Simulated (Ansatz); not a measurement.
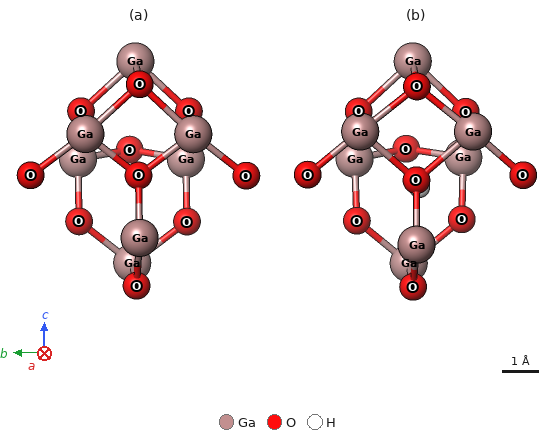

Left: perfect Ga2O3. Right: the same region with one point defect, after relaxing the atoms in a supercell of 40 sites. A ball-and-stick model of the atoms within 3.8 Å of one point, seen from a free direction.

These are results of DFT PBEsol, scalar-relativistic, plane waves, PAW in Ansatz 0.2.0, not measurements. Set-up: plane-wave cutoff 420 eV; k-point mesh 2 × 2 × 2; occupations gaussian; smearing width 0.01 eV; mesh shifted by (0.5, 0.5, 0.5); collinear spin. The cell is small and the k-mesh coarse, so the numbers are rough. The axes drawn are those of the host's conventional cell.

**What kind of defect was made?**

An extra hydrogen atom is put between the host's atoms (an interstitial).

The charge state of the cell is 0.

**What does the relaxation do around it?**

The H atom starts with 4 O at 1.87 to 2.10 Å, 2 Ga at 1.87 Å around its place and ends with 1 O at 0.99 Å. Of the host's atoms, a gallium atom moves furthest from its site, by 0.22 Å. The H atom itself moves 1.10 Å from where it was put. The cell ends without a net magnetic moment.
